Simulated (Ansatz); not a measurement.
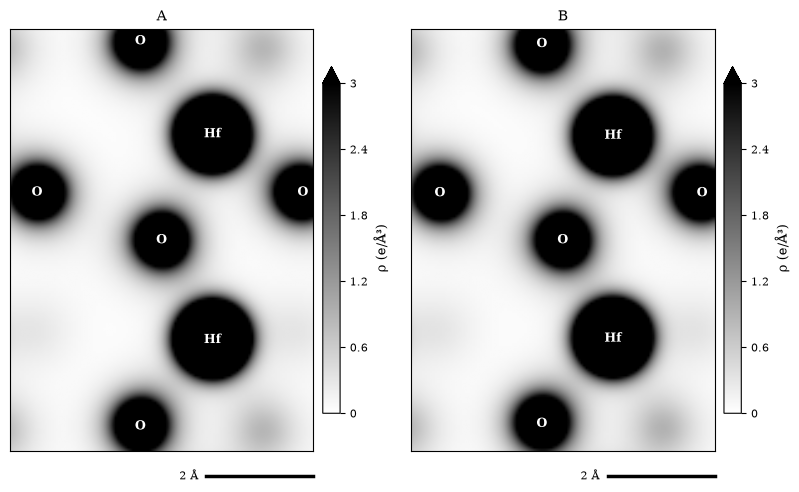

HfO2. The valence charge density (pseudo) of two cells that differ in size, on the (101) plane of each (indices in the axes of the calculation cell), at one length scale and on one colour scale: A has 10.7 Å³ an atom and B 10.3.

Computed with Ansatz, Kohn-Sham DFT of a periodic cell, PBE with D4, Ansatz PAW.

The larger cell:

```
CELL_PARAMETERS angstrom
5.18443 0.00000 0.00000
0.00000 4.97117 0.00000
0.00000 0.00000 4.99891
ATOMIC_POSITIONS crystal
Hf 0.96699 0.73252 0.74144
Hf 0.53301 0.73252 0.24144
Hf 0.46699 0.26748 0.74144
Hf 0.03301 0.26748 0.24144
O 0.63213 0.92865 0.87927
O 0.86787 0.92865 0.37927
O 0.23395 0.53988 0.49229
O 0.26605 0.53988 0.99229
O 0.76605 0.46012 0.99229
O 0.73395 0.46012 0.49229
O 0.13213 0.07135 0.87927
O 0.36787 0.07135 0.37927
```

The smaller cell: a = 5.113 Å, b = 4.903 Å, c = 4.930 Å, α = 90.00°, β = 90.00°, γ = 90.00°.

What does the compression do to the bonding and the properties?

Answer. From the larger cell to the smaller, Hf–O goes from 2.01 to 1.98 Å, and the density at its midpoint from 0.94 to 1 e/Å³; the pressure goes from 12 to 26 GPa; the Kohn–Sham gap goes from 4.6 eV to 4.7 eV.
